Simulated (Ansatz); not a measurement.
**Run report: TiO2, geometry relaxation (part 2 of 2)**

Continued. System: TiO2 (6 atoms in the cell). Method: DFT, r2SCAN, plane waves, PAW, no spin polarisation (Ansatz 0.2.0); cutoff 500 eV, 8×8×8 k-mesh, Fermi–Dirac smearing of 0.02 eV. The structure derives from an entry of the Crystallography Open Database. The geometry comes from this level: PBE.

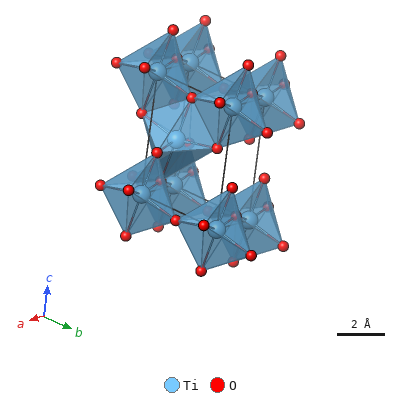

The geometry at step 4 of the log (polyhedral view of the reduced cell, seen slightly off an axis; polyhedra are completed across the faces of the cell).

Output, continued
```
--- Per-component energies (eV) ---
  E_band       = -507.876015
  E_kinetic    = 1251.728693
  E_local      = -3571.039163  (includes V_loc(G=0)·N_el)
  E_nonlocal   = 191.965030
  E_hartree    = 1382.627799
  E_xc         = -482.716652
  E_vxc        = -693.320372  (∫ρ·V_xc dr)
  E_paw        = -2747.619445  (= ΣΔE_a)
  E_vpaw       = -498.331927  (= ΣTr[D̂ρ^β])
  E_aug_tail   = 0.004415  (compensation charges beyond the density's cutoff)
  E_vtau       = 45.861734  (kinetic-family band-sum trace: ∫τ·v_τ [+ j·A + Jᵃ·Aᵃ] dr)
  E_ewald      = -3316.979199
  E_core_change = -0.634678  (= ΣΔE_core)
  E_smearing   = -0.000000  (= −TS)
  E_closure    = -0.000000  (closes the sum)
  Σ components = -7292.663200   (vs F -7292.663200, Δ=0.00e0)
--- Forces (eV/Å), atoms counted from 1 ---
  atom   1  Ti     0.00000000    -0.00000000     0.00000000
  atom   2  Ti     0.00000000    -0.00000000     0.00000000
  atom   3  O      0.00000000     0.00000000    -0.00135188
  atom   4  O      0.00000000     0.00000000    -0.00135188
  atom   5  O      0.00000000     0.00000000     0.00135188
  atom   6  O      0.00000000     0.00000000     0.00135188
  max |Σ_I F_I| component: 6.29e-18 eV/Å
--- Stress (GPa, compression-positive) ---
        0.018852       0.000000      -0.000000
        0.000000       0.018852      -0.000000
        0.000000       0.000000      -0.004455
  P = ⅓ Tr σ = 0.0111 GPa (0.111 kbar)
--- Band table (eV; the first three rows and the last of 59) ---
  k-point 0: bands = ["-51.6879", "-51.6292", "-27.0865", "-26.8458", "-26.8458", "-26.7770", "-26.7770", "-26.6911", "-11.7585", "-10.7468", "-10.6214", "-10.2695", "2.8479", "3.0260", "3.0260", "3.3873", "4.8218", "4.8218", "4.8575", "6.0917", "6.1232", "6.1232", "6.4399", "6.4399", "9.4436", "10.1561", "11.3569", "11.3569", "11.3575", "11.3575"]
  k-point 1: bands = ["-51.6850", "-51.6307", "-27.0856", "-26.8753", "-26.8566", "-26.7940", "-26.7772", "-26.6860", "-11.6080", "-10.6551", "-10.5556", "-10.2245", "2.7213", "2.8244", "2.8395", "3.4164", "4.5255", "4.9325", "5.0005", "5.7685", "5.7904", "5.7918", "6.1627", "6.6072", "10.0352", "10.2393", "10.7632", "11.0769", "11.1333", "11.3100"]
  k-point 2: bands = ["-51.6770", "-51.6355", "-27.0833", "-26.9395", "-26.8814", "-26.8352", "-26.7723", "-26.6857", "-11.2143", "-10.4474", "-10.3857", "-10.1201", "2.2640", "2.4947", "2.7446", "3.6105", "4.0084", "4.3263", "4.5248", "4.8929", "5.0551", "5.9244", "6.2924", "6.6798", "10.2671", "10.4216", "10.8409", "11.0210", "11.0800", "11.6197"]
  k-point 58: bands = ["-51.6586", "-51.6586", "-26.8923", "-26.8923", "-26.8681", "-26.8681", "-26.7544", "-26.7544", "-11.1854", "-11.1854", "-10.5345", "-10.5345", "3.1133", "3.1133", "3.1137", "3.1137", "4.8501", "4.8501", "5.5204", "5.5204", "5.6240", "5.6240", "6.7931", "6.7931", "9.7881", "9.7881", "11.1040", "11.1040", "11.6243", "11.6243"]
--- Relaxed structure (5 steps of the walk, 5 accepted, 1 SCFs on fresh bases) ---
  F+E_penalty+E_count = -7292.66319960 eV   max|allowed force component| = 1.352e-3 eV/Å   (the final SCF, on the basis selected at the relaxed cell)
  cell:  # Å, volume = 68.3864 Å³
    - [-1.888899276256871, 1.888899276256871, 4.791724863749646]
    - [1.888899276256871, -1.888899276256871, 4.791724863749646]
    - [1.888899276256871, 1.888899276256871, -4.791724863749646]
  atoms:
    - { symbol: Ti, position: [5.774846362478014e-20, 5.774846362478016e-20, 3.267594642099824e-36] }
    - { symbol: Ti, position: [0.7499999999999999, 0.25, 0.49999999999999994] }
    - { symbol: O, position: [0.20728518569609872, 0.20728518569609872, 1.584676259314338e-35] }
    - { symbol: O, position: [0.9572851856960987, 0.4572851856960988, 0.49999999999999994] }
    - { symbol: O, position: [0.5427148143039011, 0.04271481430390127, 0.49999999999999994] }
    - { symbol: O, position: [0.7927148143039011, 0.7927148143039011, -1.5832083463353847e-34] }
```

File rho_z.tsv
```
# z_ang	rho[e/angstrom^3]
# format = ansatz-planar-average/11
# lattice	-1.888899276	1.888899276	4.791724864
# lattice	1.888899276	-1.888899276	4.791724864
# lattice	1.888899276	1.888899276	-4.791724864
# sites	6
# site	22	0.000000000	-0.000000000	0.000000000
# site	22	0.000000000	1.888899276	2.395862432
# site	8	0.000000000	-0.000000000	1.986507156
# site	8	-0.000000000	1.888899276	4.382369588
# site	8	0.000000000	1.888899276	0.409355276
# site	8	-0.000000000	-0.000000000	7.596942571
0.000000	9.836420e-1
0.121912	9.735302e-1
0.243823	9.436746e-1
0.365735	8.955933e-1
0.487647	8.320392e-1
0.609559	7.571901e-1
0.731470	6.766353e-1
0.853382	5.969865e-1
0.975294	5.251099e-1
1.097206	4.672072e-1
1.219117	4.280788e-1
1.341029	4.107755e-1
1.462941	4.165785e-1
1.584853	4.450632e-1
1.706764	4.940728e-1
1.828676	5.596632e-1
1.950588	6.362636e-1
2.072500	7.172292e-1
2.194411	7.957078e-1
2.316323	8.655240e-1
2.438235	9.217717e-1
2.560147	9.610017e-1
2.682058	9.811067e-1
2.803970	9.811067e-1
2.925882	9.610017e-1
3.047794	9.217717e-1
3.169705	8.655240e-1
3.291617	7.957078e-1
3.413529	7.172292e-1
3.535441	6.362636e-1
3.657352	5.596632e-1
3.779264	4.940728e-1
3.901176	4.450632e-1
4.023088	4.165785e-1
4.144999	4.107755e-1
4.266911	4.280788e-1
4.388823	4.672072e-1
4.510735	5.251099e-1
4.632646	5.969865e-1
4.754558	6.766353e-1
4.876470	7.571901e-1
4.998381	8.320392e-1
5.120293	8.955933e-1
5.242205	9.436746e-1
5.364117	9.735302e-1
```

File v_z.tsv
```
# z_ang	v_es[eV]	v_tot[eV]
# format = ansatz-planar-average/11
# xc	r2scan
# density_cutoff_ev	2000
# datasets	Ti=:simpson_from_first_knot:soft:shift=0	O=:simpson_from_first_knot:soft:shift=0
# lattice	-1.888899276	1.888899276	4.791724864
# lattice	1.888899276	-1.888899276	4.791724864
# lattice	1.888899276	1.888899276	-4.791724864
# sites	6
# site	22	0.000000000	-0.000000000	0.000000000
# site	22	0.000000000	1.888899276	2.395862432
# site	8	0.000000000	-0.000000000	1.986507156
# site	8	-0.000000000	1.888899276	4.382369588
# site	8	0.000000000	1.888899276	0.409355276
# site	8	-0.000000000	-0.000000000	7.596942571
0.000000	2.784141e0	-8.747200e0
0.121912	2.845154e0	-8.663378e0
0.243823	3.025333e0	-8.423688e0
0.365735	3.315409e0	-8.055481e0
0.487647	3.697804e0	-7.586847e0
0.609559	4.146135e0	-7.040084e0
0.731470	4.628508e0	-6.438211e0
0.853382	5.120274e0	-5.808067e0
0.975294	5.615250e0	-5.174241e0
1.097206	6.107598e0	-4.566922e0
1.219117	6.520676e0	-4.078780e0
1.341029	6.729867e0	-3.838018e0
1.462941	6.657694e0	-3.920635e0
1.584853	6.331865e0	-4.299670e0
1.706764	5.864399e0	-4.863305e0
1.828676	5.366876e0	-5.490527e0
1.950588	4.874209e0	-6.124850e0
2.072500	4.384874e0	-6.744495e0
2.194411	3.915759e0	-7.321845e0
2.316323	3.496470e0	-7.832270e0
2.438235	3.157551e0	-8.253730e0
2.560147	2.920739e0	-8.561509e0
2.682058	2.799444e0	-8.726035e0
2.803970	2.799444e0	-8.726035e0
2.925882	2.920739e0	-8.561509e0
3.047794	3.157551e0	-8.253730e0
3.169705	3.496470e0	-7.832270e0
3.291617	3.915759e0	-7.321845e0
3.413529	4.384874e0	-6.744495e0
3.535441	4.874209e0	-6.124850e0
3.657352	5.366876e0	-5.490527e0
3.779264	5.864399e0	-4.863305e0
3.901176	6.331865e0	-4.299670e0
4.023088	6.657694e0	-3.920635e0
4.144999	6.729867e0	-3.838018e0
4.266911	6.520676e0	-4.078780e0
4.388823	6.107598e0	-4.566922e0
4.510735	5.615250e0	-5.174241e0
4.632646	5.120274e0	-5.808067e0
4.754558	4.628508e0	-6.438211e0
4.876470	4.146135e0	-7.040084e0
4.998381	3.697804e0	-7.586847e0
5.120293	3.315409e0	-8.055481e0
5.242205	3.025333e0	-8.423688e0
5.364117	2.845154e0	-8.663378e0
```

Trajectory as extended XYZ (Å, eV, eV/Å), 6 frames, from step=1 to step=6
```
6
Lattice="-1.8994 1.8994 4.8501 1.8994 -1.8994 4.8501 1.8994 1.8994 -4.8501" Properties=species:S:1:pos:R:3:forces:R:3 step=1 energy=-7292.64034 pressure_GPa=-4.67
Ti    0.0000    0.0000    0.0000    0.0000   0.0000   0.0000
Ti    0.0000    1.8994    2.4250    0.0000   0.0000   0.0000
O     0.0000    0.0000    2.0027    0.0000   0.0000  -0.0865
O     0.0000    1.8994    4.4278    0.0000   0.0000  -0.0865
O     0.0000    1.8994    0.4223    0.0000   0.0000   0.0865
O     0.0000    0.0000    7.6975    0.0000   0.0000   0.0865
6
Lattice="-1.8907 1.8907 4.8156 1.8907 -1.8907 4.8156 1.8907 1.8907 -4.8156" Properties=species:S:1:pos:R:3:forces:R:3 step=2 energy=-7292.66196 pressure_GPa=-1.34
Ti    0.0000    0.0000    0.0000    0.0000   0.0000   0.0000
Ti    0.0000    1.8907    2.4078    0.0000   0.0000   0.0000
O     0.0000    0.0000    1.9919    0.0000   0.0000  -0.0193
O     0.0000    1.8907    4.3997    0.0000   0.0000  -0.0193
O     0.0000    1.8907    0.4159    0.0000   0.0000   0.0193
O     0.0000    0.0000    7.6394    0.0000   0.0000   0.0193
6
Lattice="-1.8877 1.8877 4.7980 1.8877 -1.8877 4.7980 1.8877 1.8877 -4.7980" Properties=species:S:1:pos:R:3:forces:R:3 step=3 energy=-7292.66416 pressure_GPa=0.08
Ti    0.0000    0.0000    0.0000    0.0000   0.0000   0.0000
Ti    0.0000    1.8877    2.3990    0.0000   0.0000   0.0000
O     0.0000    0.0000    1.9872    0.0000   0.0000   0.0041
O     0.0000    1.8877    4.3862    0.0000   0.0000   0.0041
O     0.0000    1.8877    0.4118    0.0000   0.0000  -0.0041
O     0.0000    0.0000    7.6088    0.0000   0.0000  -0.0041
6
Lattice="-1.8882 1.8882 4.7961 1.8882 -1.8882 4.7961 1.8882 1.8882 -4.7961" Properties=species:S:1:pos:R:3:forces:R:3 step=4 energy=-7292.66419 pressure_GPa=0.03
Ti    0.0000    0.0000    0.0000    0.0000   0.0000   0.0000
Ti    0.0000    1.8882    2.3980    0.0000   0.0000   0.0000
O     0.0000    0.0000    1.9871    0.0000   0.0000   0.0012
O     0.0000    1.8882    4.3851    0.0000   0.0000   0.0012
O     0.0000    1.8882    0.4110    0.0000   0.0000  -0.0012
O     0.0000    0.0000    7.6051    0.0000   0.0000  -0.0012
6
Lattice="-1.8889 1.8889 4.7917 1.8889 -1.8889 4.7917 1.8889 1.8889 -4.7917" Properties=species:S:1:pos:R:3:forces:R:3 step=5 energy=-7292.66423 pressure_GPa=0.00
Ti    0.0000    0.0000    0.0000    0.0000   0.0000   0.0000
Ti    0.0000    1.8889    2.3959    0.0000   0.0000   0.0000
O     0.0000    0.0000    1.9865    0.0000   0.0000  -0.0014
O     0.0000    1.8889    4.3824    0.0000   0.0000  -0.0014
O     0.0000    1.8889    0.4094    0.0000   0.0000   0.0014
O     0.0000    0.0000    7.5969    0.0000   0.0000   0.0014
6
Lattice="-1.8889 1.8889 4.7917 1.8889 -1.8889 4.7917 1.8889 1.8889 -4.7917" Properties=species:S:1:pos:R:3:forces:R:3 step=6 energy=-7292.66320 pressure_GPa=0.01
Ti    0.0000    0.0000    0.0000    0.0000   0.0000   0.0000
Ti    0.0000    1.8889    2.3959    0.0000   0.0000   0.0000
O     0.0000    0.0000    1.9865    0.0000   0.0000  -0.0014
O     0.0000    1.8889    4.3824    0.0000   0.0000  -0.0014
O     0.0000    1.8889    0.4094    0.0000   0.0000   0.0014
O     0.0000    0.0000    7.5969    0.0000   0.0000   0.0014
```

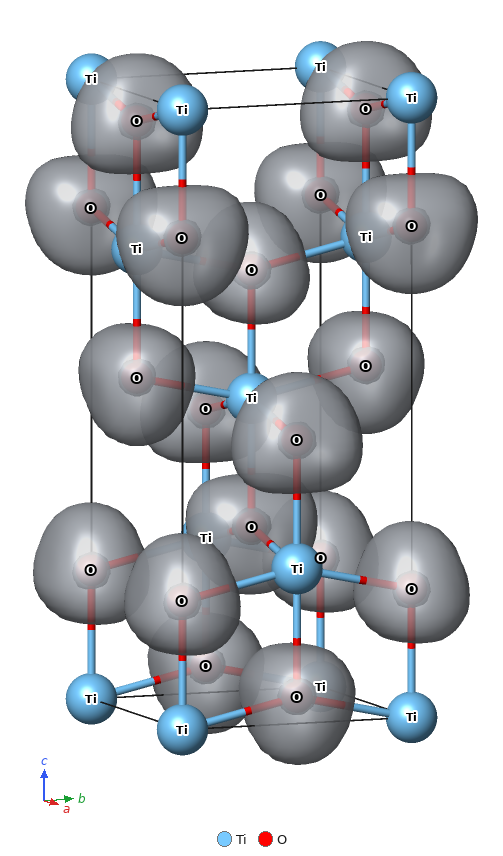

Isosurface of the ELF at 0.6 (grey), seen slightly off an axis. Core shells and regions of very low density are left out. Sticks mark near contacts. The outline is the cell set on symmetry axes. Along the contacts the grid gives the following. Ti–O (1.93 Å): the ELF is about 0.20 at the midpoint. Ti–O (1.99 Å): the ELF is about 0.20 at the midpoint. The fields are those of the smooth PAW valence density.

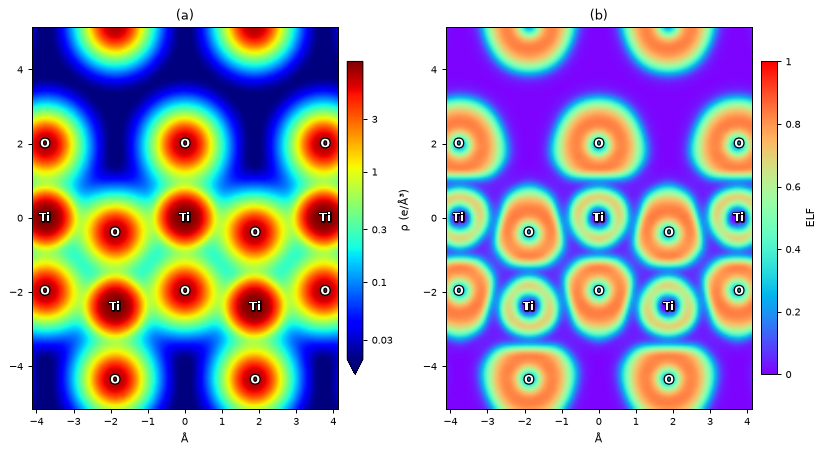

(a) valence charge density (pseudo); (b) ELF on the (010) plane of the conventional cell. The plane passes through Ti and O nuclei. Ti–O (1.93 Å): the density is about 0.74 e/Å³ at the midpoint; the ELF is about 0.20 at the midpoint. Ti–O (1.99 Å): the density is about 0.66 e/Å³ at the midpoint; the ELF is about 0.20 at the midpoint. Away from the nuclei the density in this plane falls to 0.02 e/Å³ at its lowest. The strong features right at Ti lie inside the PAW spheres (semicore, d or f shells) and say nothing about bonding.

The run was set up as follows.

The input
```yaml
crystal:
  lattice:
    - [-1.8994431232, 1.8994431232, 4.8500954596]
    - [1.8994431232, -1.8994431232, 4.8500954596]
    - [1.8994431232, 1.8994431232, -4.8500954596]
  atoms:
    - { symbol: Ti, position: [0.0, 0.0, 0.0] }
    - { symbol: Ti, position: [0.75, 0.25, 0.5] }
    - { symbol: O, position: [0.2064602605, 0.2064602605, 0.0] }
    - { symbol: O, position: [0.9564602605, 0.4564602605, 0.5] }
    - { symbol: O, position: [0.5435397395, 0.0435397395, 0.5] }
    - { symbol: O, position: [0.7935397395, 0.7935397395, 0.0] }
kpoints:
  mp_grid: { grid: [8, 8, 8] }
hamiltonian:
  xc: r2scan
scf:
  occupations: { method: fermi_dirac, width: 0.02 }
relax:
  f_tol: 0.005
  cell: {}
output:
  write_density: true
  write_potential: true
  elf: true
  volumetric_format: npy
```

Launch command:
```bash
ansatz run input.yaml --threads 4 --pin off --max-ram 9216MiB --backend cpu --events-out ev --progress --plain --runs-dir out
```

Results in brief

| quantity | value |
| --- | --- |
| outcome | converged |
| space group (tolerance 0.01 Å) | I4₁/amd (141) |
| electrons treated | 48 |
| free energy | −7292.6632 eV |
| Fermi energy | 8.181 eV |
| gap on the k-point mesh | 2.57 eV |
| pressure | 0.01 GPa |
| final volume | 68.39 Å³ |
| largest force (length of the vector) at the end | 0.001 eV/Å |
| final cell | a = 5.486 Å, b = 5.486 Å, c = 5.486 Å, α = 139.72°, β = 139.72°, γ = 58.28° |
| hardware | 4 threads of Intel Xeon (Sapphire Rapids), 192 GiB of memory available, shared host |
| wall time | 33 s (CPU time 2 min) |
| peak memory | 0.93 GiB |
